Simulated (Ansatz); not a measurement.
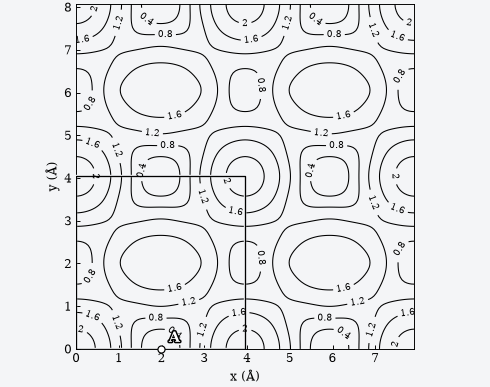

S on a TiAl(110) slab cut from the P4/mmm phase (8 atoms of substrate and one adsorbate in a 1 × 1 cell). One S atom a 1 × 1 cell is placed over a mesh of places on the rigid (1 1 0) surface, and only its height is relaxed. Places are given modulo a cell vector. The map is drawn in real space over the plane of the surface. Grid: 6 × 6 points. Energies are in eV, from the lowest grid point. With one adsorbate in each 1 × 1 cell, its nearest image is 4.0 Å away, so neighbouring adsorbates interact. All numbers below come from Ansatz, DFT PBEsol, scalar-relativistic, plane waves, PAW.

In the figure: contour lines labelled in eV, the outline of one cell of the 2 × 2 shown, the point A. Between grid points the surface is interpolated.

**Find the lowest pass out of the well at A.**

The easiest path leads from the well at a fourfold hollow (Al–Al–Ti–Ti) over a second-layer Al atom, (3/6, 0/6) of the cell vectors to the well at a fourfold hollow (Al–Al–Ti–Ti) over a second-layer Ti atom, (0/6, 3/6) of the cell vectors, about 0.51 eV higher. Its highest point lies about 1.2 eV above the bottom of the first well on the interpolated surface, at about (0.22, 0.27) of the cell vectors. Seen from the upper well the barrier is about 0.65 eV. This is the barrier on the constrained surface; relaxing the other coordinates would change it.

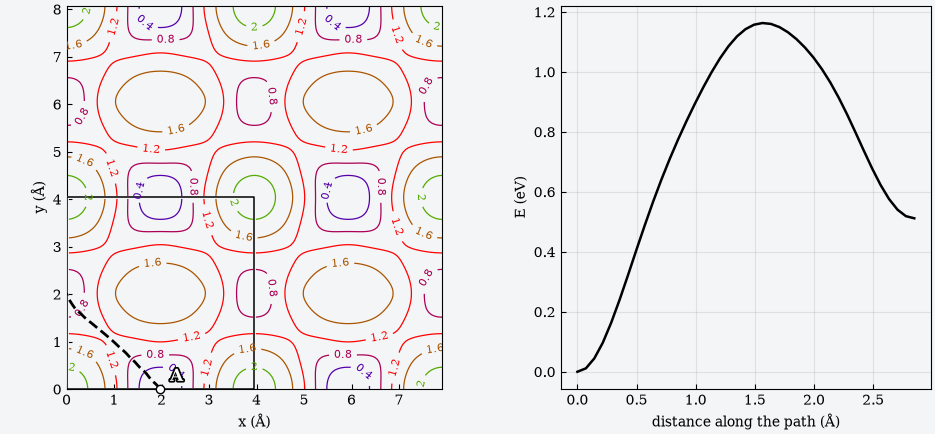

Drawn: contour lines labelled in eV, a line along the lowest path, the outline of one cell of the 2 × 2 shown, the energy along the path at the right. Between grid points the surface is interpolated.
